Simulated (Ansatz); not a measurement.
## Geometry relaxation of Ir4O (part 1 of 2)

The run: geometry relaxation of Ir4O (slab, 5 atoms in the cell). Method and program: DFT PBE, scalar-relativistic, plane waves, PAW, PAW set soft_1, no spin polarisation (Ansatz 0.2.0).

The structure derives from an entry of the Crystallography Open Database. The input holds or restrains some coordinates. Forces given for the steps count only the free coordinates.

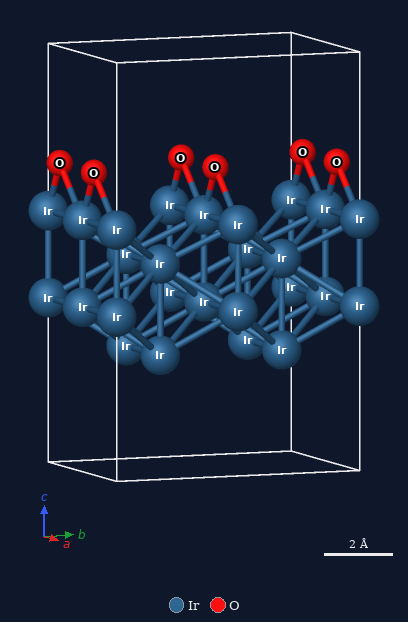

Figure 1. The input geometry (ball-and-stick view of the 2 × 2 repeat of the cell, with the vacuum cut short, seen slightly off an axis). An atom can appear more than once, as a periodic image.

Summary:

| quantity | value |
| --- | --- |
| outcome | converged under the restraints of the input |
| electrons treated | 74 |
| free energy | −48309.6179 eV |
| work function, top face | 6.88 eV |
| work function, bottom face | 5.13 eV |
| Fermi energy | 3.174 eV |
| gap on the k-point mesh | none (metallic) |
| final volume | 206.12 Å³ |
| work function (upper face) | 6.88 eV |
| largest force (length of the vector) at the end, held atoms and coordinates included | 1.855 eV/Å |
| hardware | 2 threads of Arm Neoverse N1, 98 GiB of memory available, shared host |
| wall time | 63 s (CPU time 2.1 min) |
| peak memory | 0.51 GiB |

Notes:

Warnings of the run: the exchange-correlation potential is rough where the density is thin. Spin–orbit coupling is left out, which matters for Ir.

Input file:
```yaml
crystal:
  lattice:
    - [2.7367600872, 0.0, 0.0]
    - [0.0, 3.8703632323, 0.0]
    - [0.0, 0.0, 19.459943374]
  atoms:
    - { symbol: Ir, position: [0.5, 0.5, 0.205550444] }
    - { symbol: Ir, position: [0.0, 0.0, 0.2758682253] }
    - { symbol: Ir, position: [0.5, 0.5, 0.3454282602] }
    - { symbol: Ir, position: [0.0, 0.0, 0.4090424736] }
    - { symbol: O, position: [0.3333333333, 0.0, 0.4868559094] }
basis:
  ecutwfc: 420
kpoints:
  mp_grid: { grid: [10, 7, 1] }
hamiltonian:
  xc: pbe
  pseudopotentials: { kind: paw, azcp: { folder: soft_1 } }
scf:
  occupations: { method: gaussian, width: 0.1 }
output:
  forces: true
  eigenvalues: true
  write_density: true
  write_potential: true
  elf: true
  volumetric_format: npy
relax:
  adjacent_minimum: "off"
  f_tol: 0.025
  max_steps: 16
  constraints: [{ sites: [0, 1, 2, 3] }, { sites: [4], fix: xy }]
efield:
  axis: 3
  dipole_correction: true
  ramp_width: 0.04
```

Command:
```bash
ansatz run input.yaml --threads 2 --pin off --max-ram 6144MiB --backend cpu --events-out ev --progress --plain --runs-dir out
```

Output:
```
Engine: ansatz 0.2.0, aarch64-unknown-linux-gnu
Pseudopotentials: kind: paw
Pseudopotential: Ir, paw, valence charge 17, recommended cutoff 420 eV (normal), [file]
Pseudopotential: O, paw, valence charge 6, recommended cutoff 420 eV (normal), [file]
Functional definition: PBE
  parameter kappa = 0.804
  parameter beta = 0.06672455060314922
  exchange = pbe_x(kappa = kappa, mu = beta*pi^2/3)
  correlation = pbe_c(beta = beta)
Crystal: 5 atoms, lattice volume = 206.125 Å³
Basis set: ecut = 420 eV, 4053 PW (Γ), exchange–correlation on 40×54×270 points (8 copies of the dense FFT grid, shifted against one another)
Bands: 45, of which v1, the nominal top of the filled ones, is band 37 counted from 1 (36 counted from 0)
Symmetry: 2 space group operations
Space group: Pm (ITA 6), of the structure as read, at distance tolerance 5.9e-5 Å
k-points: 24 of 70 (time reversal used)
Non-local potential: Ir, projectors of the file, l = 0: 3, l = 1: 2, l = 2: 2, l = 3: 1
Non-local potential: O, projectors of the file, l = 0: 2, l = 1: 2, l = 2: 1
PAW form: soft (Blöchl's): semilocal exchange-correlation on the pseudo side does not see the compensation charge
PAW one-centre angular grid: Ir, 590 points (default); XC on 64 Gauss nodes
PAW one-centre angular grid: O, 110 points (default); XC on 64 Gauss nodes
Initial density: superposition of atomic densities (neutral atoms: chi_scale 0, normalization atom)
Initial wavefunctions: pseudopotential atomic-orbital guess
Functional: x = pbe(κ = 0.804, μ = 0.2195149727645171), c = pbe(β = 0.06672455060314922)
SCF iter   1: F=—  HF=-48311.309446 eV  |F-HF|=—  |Δ(HF+E_count)|=         —  Δρ=6.08e-2  dr2=1.06e1  ethr=3.10e-3  p=0.000 e·Å  D=3.00e-7 V/Å  ΔV_dip=-0.00 eV  dr2_dipole=4.97e-2  V_vac-E_F(+/−)=6.51/6.51 eV  ⟨swp⟩=8.7  Hψ=5036  notcnv=0
efield: sawtooth ramp at fractional position 0.8262 (placed from the atoms, in the widest stretch of the axis that holds none; the zero of the levels goes with the place), width 0.0400; the density the first Hamiltonian is built on has a dipole p = 0.000 e·Å; the dipole correction subtracts the counter field D = 3.00e-7 V/Å, which shifts the + side's vacuum level by -0.00 eV against the − side's; the planar-averaged density in the ramp window peaks in size at 6.4e-7 e/Å³
preconditioner: auto → LDOS  [metal: Δε(μ)=0.039 eV  Ē_g=7.200 eV  σ=0.100 eV  W_gap=0.22  n_scr=38 (ndim 8)  ℏωp=16.8 eV  f_vac=0.590  D(μ)=5.58/eV (n_scr^D=30)  β→1.0]
SCF iter   2: F=—  HF=-48310.647423 eV  |F-HF|=—  |Δ(HF+E_count)|=   6.62e-1  Δρ=5.67e-2  dr2=1.01e1  ethr=3.10e-3  p=-0.116 e·Å  D=-1.02e-1 V/Å  ΔV_dip=1.98 eV  dr2_dipole=2.24e0  V_vac-E_F(+/−)=7.02/5.04 eV  ⟨swp⟩=3.2  Hψ=2820  notcnv=0  defer=50
SCF iter   3: F=—  HF=-48309.714042 eV  |F-HF|=—  |Δ(HF+E_count)|=   9.33e-1  Δρ=1.46e-2  dr2=2.48e0  ethr=3.10e-3  p=-0.046 e·Å  D=-4.03e-2 V/Å  ΔV_dip=0.79 eV  dr2_dipole=1.05e0  V_vac-E_F(+/−)=6.47/5.69 eV  ⟨swp⟩=3.2  Hψ=1945  notcnv=0  defer=48
SCF iter   4: F=—  HF=-48309.644037 eV  |F-HF|=—  |Δ(HF+E_count)|=   7.00e-2  Δρ=7.32e-3  dr2=3.20e-1  ethr=3.10e-3  p=-0.070 e·Å  D=-6.11e-2 V/Å  ΔV_dip=1.19 eV  dr2_dipole=1.23e-1  V_vac-E_F(+/−)=6.70/5.51 eV  ⟨swp⟩=1.0  Hψ=1211  notcnv=0  defer=47
SCF iter   5: F=—  HF=-48309.616933 eV  |F-HF|=—  |Δ(HF+E_count)|=   2.71e-2  Δρ=1.41e-3  dr2=1.36e-2  ethr=4.33e-4  p=-0.091 e·Å  D=-7.96e-2 V/Å  ΔV_dip=1.55 eV  dr2_dipole=1.98e-3  V_vac-E_F(+/−)=6.79/5.24 eV  ⟨swp⟩=2.0  Hψ=1557  notcnv=0  defer=47
SCF iter   6: F=—  HF=-48309.617232 eV  |F-HF|=—  |Δ(HF+E_count)|=   2.99e-4  Δρ=6.26e-4  dr2=1.14e-3  ethr=1.83e-5  p=-0.098 e·Å  D=-8.56e-2 V/Å  ΔV_dip=1.67 eV  dr2_dipole=8.43e-5  V_vac-E_F(+/−)=6.86/5.19 eV  ⟨swp⟩=2.0  Hψ=1532  notcnv=0  defer=47
SCF iter   7: F=—  HF=-48309.617160 eV  |F-HF|=—  |Δ(HF+E_count)|=   7.17e-5  Δρ=1.80e-4  dr2=2.20e-4  ethr=1.54e-6  p=-0.099 e·Å  D=-8.72e-2 V/Å  ΔV_dip=1.70 eV  dr2_dipole=5.59e-6  V_vac-E_F(+/−)=6.86/5.16 eV  ⟨swp⟩=2.3  Hψ=1612  notcnv=0  defer=48
SCF iter   8: F=—  HF=-48309.617145 eV  |F-HF|=—  |Δ(HF+E_count)|=   1.48e-5  Δρ=8.06e-5  dr2=2.15e-5  ethr=2.97e-7  p=-0.100 e·Å  D=-8.77e-2 V/Å  ΔV_dip=1.71 eV  dr2_dipole=1.13e-6  V_vac-E_F(+/−)=6.86/5.15 eV  ⟨swp⟩=2.3  Hψ=1452  notcnv=0  defer=48
SCF iter   9: F=-48309.617148 eV  HF=-48309.617150 eV  |F-HF|=2.08e-6  |Δ(HF+E_count)|=   5.00e-6  Δρ=3.33e-5  dr2=5.46e-6  ethr=2.11e-8  p=-0.100 e·Å  D=-8.82e-2 V/Å  ΔV_dip=1.72 eV  dr2_dipole=7.73e-8  V_vac-E_F(+/−)=6.85/5.14 eV  ⟨swp⟩=23.0  Hψ=11202  notcnv=0
SCF 1 converged in 9 iterations: F = -48309.617148 eV  dr2 = 5.46e-6
  greatest PAW one-centre occupation: 1.000 electrons in one spin orbital (limit 2), on the Ir atom at site 3 (counted from 0), in its partial waves of l = 0
relax step   1: F+E_penalty+E_count = -48309.61714837 eV  Δ(F+E_penalty+E_count) = +0.000e0 eV  max|allowed force component| = 2.228e-1 eV/Å  Δτ_max = 0.0000 Å  (9 SCF iters, dr2 threshold 1.56e-5 eV, accepted)
Initial density: handed on by an earlier stage of this run
Initial wavefunctions: those handed on with the density
iter 1 solved again at ethr=1.33e-6 eV; its pass at ethr=3.10e-3 eV (dr2=9.87e-4 eV) is discarded
SCF iter   1: F=—  HF=-48309.618006 eV  |F-HF|=—  |Δ(HF+E_count)|=         —  Δρ=4.26e-4  dr2=9.78e-4  ethr=1.33e-6  p=-0.100 e·Å  D=-8.82e-2 V/Å  ΔV_dip=1.72 eV  dr2_dipole=3.64e-4  V_vac-E_F(+/−)=6.85/5.14 eV  ⟨swp⟩=2.0  Hψ=2976  notcnv=0  defer=1
efield: sawtooth ramp at fractional position 0.8262 (handed on by an earlier solve), width 0.0400; the density the first Hamiltonian is built on has a dipole p = -0.100 e·Å; the dipole correction subtracts the counter field D = -8.82e-2 V/Å, which shifts the + side's vacuum level by +1.72 eV against the − side's; the planar-averaged density in the ramp window peaks in size at 1.5e-6 e/Å³
preconditioner: auto → LDOS  [metal: Δε(μ)=0.017 eV  Ē_g=6.838 eV  σ=0.100 eV  W_gap=0.09  n_scr=38 (ndim 8)  ℏωp=16.8 eV  f_vac=0.599  D(μ)=6.25/eV (n_scr^D=42)  β→1.0]
SCF iter   2: F=—  HF=-48309.617917 eV  |F-HF|=—  |Δ(HF+E_count)|=   8.97e-5  Δρ=1.81e-4  dr2=1.15e-4  ethr=1.32e-6  p=-0.103 e·Å  D=-9.03e-2 V/Å  ΔV_dip=1.76 eV  dr2_dipole=4.05e-5  V_vac-E_F(+/−)=6.89/5.13 eV  ⟨swp⟩=2.0  Hψ=1516  notcnv=0  defer=1
iter 3 did not close the SCF: its close was put off until two iterations running show no level that it waits for move by more than its bar (scf_convergence_deferred on its scf_iter line)
SCF iter   3: F=-48309.617915 eV  HF=-48309.617915 eV  |F-HF|=2.75e-7  |Δ(HF+E_count)|=   1.68e-6  Δρ=2.77e-5  dr2=1.79e-6  ethr=4.19e-9  p=-0.102 e·Å  D=-8.97e-2 V/Å  ΔV_dip=1.75 eV  dr2_dipole=5.92e-8  V_vac-E_F(+/−)=6.88/5.13 eV  ⟨swp⟩=18.3  Hψ=11398  notcnv=0
SCF iter   4: F=-48309.617916 eV  HF=-48309.617916 eV  |F-HF|=9.74e-9  |Δ(HF+E_count)|=   5.65e-7  Δρ=1.23e-5  dr2=4.34e-7  ethr=2.41e-9  p=-0.102 e·Å  D=-8.98e-2 V/Å  ΔV_dip=1.75 eV  dr2_dipole=7.92e-9  V_vac-E_F(+/−)=6.88/5.13 eV  ⟨swp⟩=12.5  Hψ=9648  notcnv=0
SCF 2 converged in 4 iterations: F = -48309.617916 eV  dr2 = 4.34e-7
relax step   2: F+E_penalty+E_count = -48309.61791556 eV  Δ(F+E_penalty+E_count) = -7.672e-4 eV  max|allowed force component| = 3.979e-2 eV/Å  Δτ_max = 0.0058 Å  (4 SCF iters, dr2 threshold 3.10e-6 eV, accepted)
SCF iter   1: F=—  HF=-48309.618169 eV  |F-HF|=—  |Δ(HF+E_count)|=         —  Δρ=9.70e-5  dr2=5.25e-5  ethr=6.35e-7  p=-0.102 e·Å  D=-8.98e-2 V/Å  ΔV_dip=1.75 eV  dr2_dipole=1.82e-5  V_vac-E_F(+/−)=6.88/5.13 eV  ⟨swp⟩=2.0  Hψ=1695  notcnv=0
efield: sawtooth ramp at fractional position 0.8262 (handed on by an earlier solve), width 0.0400; the density the first Hamiltonian is built on has a dipole p = -0.102 e·Å; the dipole correction subtracts the counter field D = -8.98e-2 V/Å, which shifts the + side's vacuum level by +1.75 eV against the − side's; the planar-averaged density in the ramp window peaks in size at 1.5e-6 e/Å³
preconditioner: auto → LDOS  [metal: Δε(μ)=0.017 eV  Ē_g=6.835 eV  σ=0.100 eV  W_gap=0.09  n_scr=38 (ndim 8)  ℏωp=16.8 eV  f_vac=0.599  D(μ)=6.25/eV (n_scr^D=42)  β→1.0]
SCF iter   2: F=—  HF=-48309.617941 eV  |F-HF|=—  |Δ(HF+E_count)|=   2.29e-4  Δρ=4.50e-5  dr2=8.80e-6  ethr=7.09e-8  p=-0.103 e·Å  D=-9.02e-2 V/Å  ΔV_dip=1.76 eV  dr2_dipole=2.52e-6  V_vac-E_F(+/−)=6.89/5.13 eV  ⟨swp⟩=2.0  Hψ=1748  notcnv=0
SCF iter   3: F=—  HF=-48309.617941 eV  |F-HF|=—  |Δ(HF+E_count)|=   5.41e-7  Δρ=6.72e-6  dr2=2.10e-7  ethr=1.19e-8  p=-0.103 e·Å  D=-9.01e-2 V/Å  ΔV_dip=1.75 eV  dr2_dipole=2.50e-8  V_vac-E_F(+/−)=6.88/5.13 eV  ⟨swp⟩=2.0  Hψ=1521  notcnv=0
SCF iter   4: F=-48309.617941 eV  HF=-48309.617941 eV  |F-HF|=1.23e-8  |Δ(HF+E_count)|=   1.11e-7  Δρ=3.10e-6  dr2=3.97e-8  ethr=1.35e-10  p=-0.103 e·Å  D=-9.01e-2 V/Å  ΔV_dip=1.75 eV  dr2_dipole=3.78e-10  V_vac-E_F(+/−)=6.88/5.13 eV  ⟨swp⟩=16.2  Hψ=9355  notcnv=0
SCF 3 converged in 4 iterations: F = -48309.617941 eV  dr2 = 3.97e-8
relax step   3: F+E_penalty+E_count = -48309.61794120 eV  Δ(F+E_penalty+E_count) = -2.564e-5 eV  max|allowed force component| = 1.492e-4 eV/Å  Δτ_max = 0.0013 Å  (4 SCF iters, accepted)
```

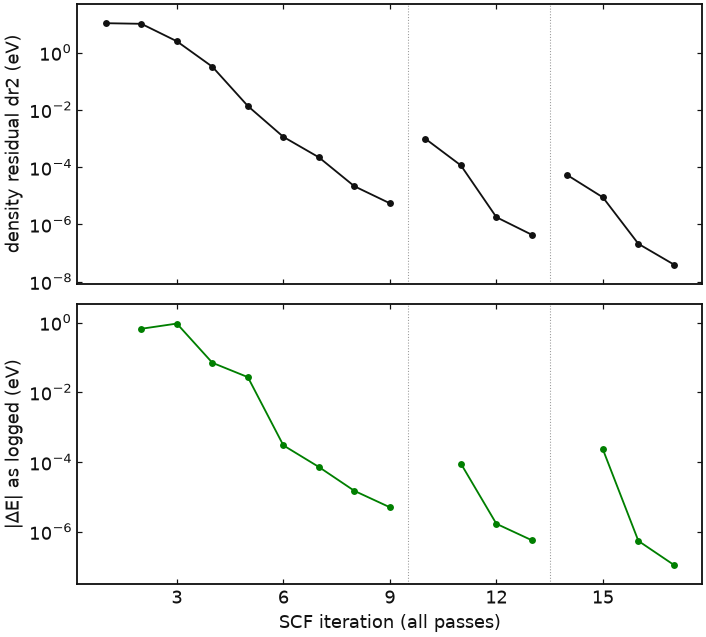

Figure 2. Convergence of the self-consistent field: density residual dr2 and size of the energy change against the SCF iteration. The dotted lines part the SCF passes of the relaxation: geometry steps, rejected trials and re-solves on a re-selected basis. The passes take 9, 4 and 4 iterations.

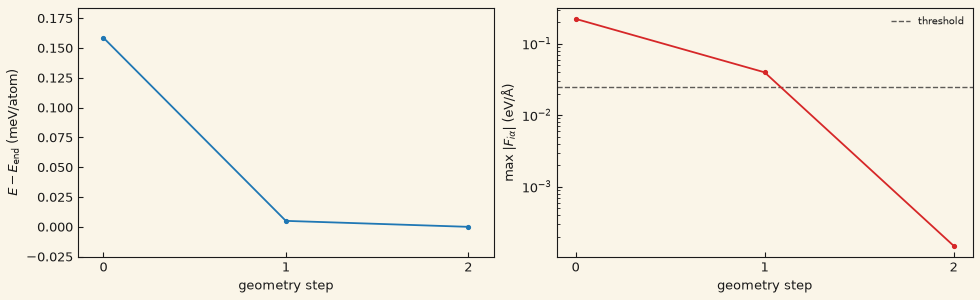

Figure 3. Progress of the restrained relaxation, step by step (the first geometry is step 0 here and step 1 in the log). Over 2 geometry steps the energy falls by 0.2 meV per atom. The largest force component goes from 0.22 to 0.00015 eV/Å. The largest move is that of O5, 0.007 Å. Ir stays in place. The cell stays as it was. Among the contacts that change: Ir4–O5 1.768 → 1.774 Å. (Atoms are counted from 1 in the order of the input.)
